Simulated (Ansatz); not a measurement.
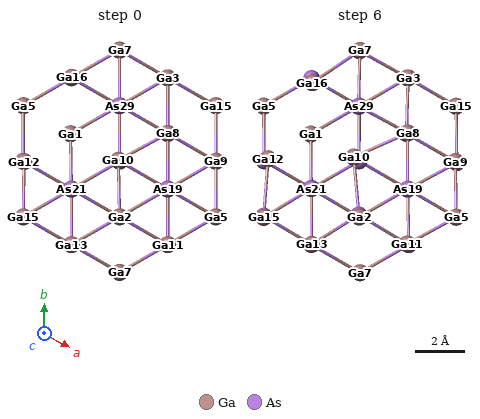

The structure of a defect cell of composition Ga$_{16}$As$_{15}$ before (left) and after (right) a relaxation, at one scale.

The picture is a ball-and-stick view of the atoms within 5.8 Å of the atom that moves most (axes of the cell of the calculation (origin shifted)), seen along the c axis.

The calculation used DFT PBEsol, scalar-relativistic, plane waves, PAW in Ansatz 0.2.0.

The input:
```yaml
crystal:
  lattice:
    - [5.6578590329, 5.6578590329, -5.6578590329]
    - [-5.6578590329, -5.6578590329, -5.6578590329]
    - [-5.6578590329, 5.6578590329, 5.6578590329]
  atoms:
    - { symbol: Ga, position: [0.2449011501, 0.4961917587, 0.2459603907], spin: 0.25 }
    - { symbol: Ga, position: [0.5, 0.25, 0.25] }
    - { symbol: Ga, position: [0.75, 0.0, 0.25] }
    - { symbol: Ga, position: [0.75, 0.5, 0.75] }
    - { symbol: Ga, position: [0.0, 0.5, 0.5] }
    - { symbol: Ga, position: [0.25, 0.25, 0.5] }
    - { symbol: Ga, position: [0.5, 0.0, 0.5] }
    - { symbol: Ga, position: [0.75, 0.75, 0.5] }
    - { symbol: Ga, position: [1.0, 0.75, 0.25] }
    - { symbol: Ga, position: [0.4936944919, 0.5014079613, -0.0025287816], spin: 0.25 }
    - { symbol: Ga, position: [0.75, 0.25, 0.0] }
    - { symbol: Ga, position: [0.0035074231, 0.2505400153, 0.7495851143], spin: 0.25 }
    - { symbol: Ga, position: [0.25, 1.0, 0.75] }
    - { symbol: Ga, position: [0.5, 0.75, 0.75] }
    - { symbol: Ga, position: [0.0, 0.0, 0.0] }
    - { symbol: Ga, position: [0.2511019901, 0.7526963321, 0.0012155594], spin: 0.25 }
    - { symbol: As, position: [0.5, 0.25, 0.0] }
    - { symbol: As, position: [0.75, 0.0, 0.0] }
    - { symbol: As, position: [0.75, 0.5, 0.5] }
    - { symbol: As, position: [0.0, 0.5, 0.25] }
    - { symbol: As, position: [0.25, 0.25, 0.25] }
    - { symbol: As, position: [0.5, 0.0, 0.25] }
    - { symbol: As, position: [0.75, 0.75, 0.25] }
    - { symbol: As, position: [0.0, 0.75, 0.0] }
    - { symbol: As, position: [0.5, 0.5, 0.75] }
    - { symbol: As, position: [0.75, 0.25, 0.75] }
    - { symbol: As, position: [0.0, 0.25, 0.5] }
    - { symbol: As, position: [0.25, 0.0, 0.5] }
    - { symbol: As, position: [0.5, 0.75, 0.5] }
    - { symbol: As, position: [0.0, 0.0, 0.75] }
    - { symbol: As, position: [0.25, 0.75, 0.75] }
  host:
    lattice:
      - [0.0, 2.8289295164, 2.8289295164]
      - [2.8289295164, 0.0, 2.8289295164]
      - [2.8289295164, 2.8289295164, 0.0]
    atoms:
      - { symbol: Ga, position: [0.0, 0.0, 0.0] }
      - { symbol: As, position: [0.25, 0.25, 0.25] }
basis:
  ecutwfc: 420
  xc_grid: 2
kpoints:
  mp_grid: { grid: [2, 2, 2], shift: [0.5, 0.5, 0.5] }
hamiltonian:
  xc: pbesol
scf:
  occupations: { method: gaussian, width: 0.02 }
  lower_state_search: "off"
output:
  forces: true
  stress: false
  eigenvalues: true
  populations: true
  charged_corrections:
    defect_position: [0.25, 0.5, 0.0]
    epsilon: [[16.1865, 0.0, 0.0], [0.0, 16.1865, 0.0], [0.0, 0.0, 16.1865]]
  write_density: true
  write_potential: true
  elf: true
  volumetric_format: npy
magnetization:
  spin_polarized: true
relax:
  adjacent_minimum: "off"
  f_tol: 0.03
  max_steps: 40
```

Run as
```bash
ansatz run input.yaml --threads 8 --pin off --max-ram 16384MiB --backend cpu --events-out ev --progress --plain --runs-dir out
```

**Summarise the run.**

The atom that moves furthest is Ga10 (0.25 Å along −a). By element the largest moves are Ga 0.25 Å, As 0.09 Å. The lattice vectors keep their values. Near-neighbour distances that change, for instance: Ga12–As27 2.433 → 2.507 Å, Ga1–As20 2.426 → 2.492 Å, Ga10–As25 2.442 → 2.504 Å, Ga16–As24 2.448 → 2.500 Å. Among the angles between lasting bonds that change: As27–Ga12–As30 110.2° → 104.0°, As17–Ga10–As25 108.3° → 102.5°, As23–Ga10–As25 108.9° → 103.5°. After 5 accepted moves (6 points after the start) the energy has fallen by 0.253 eV per cell of the calculation. The largest force component goes from 0.52 to 0.0048 eV/Å. The line search rejected the trial step at point 5 of the run. The forces were under the threshold at step 3, but the run went on from there.
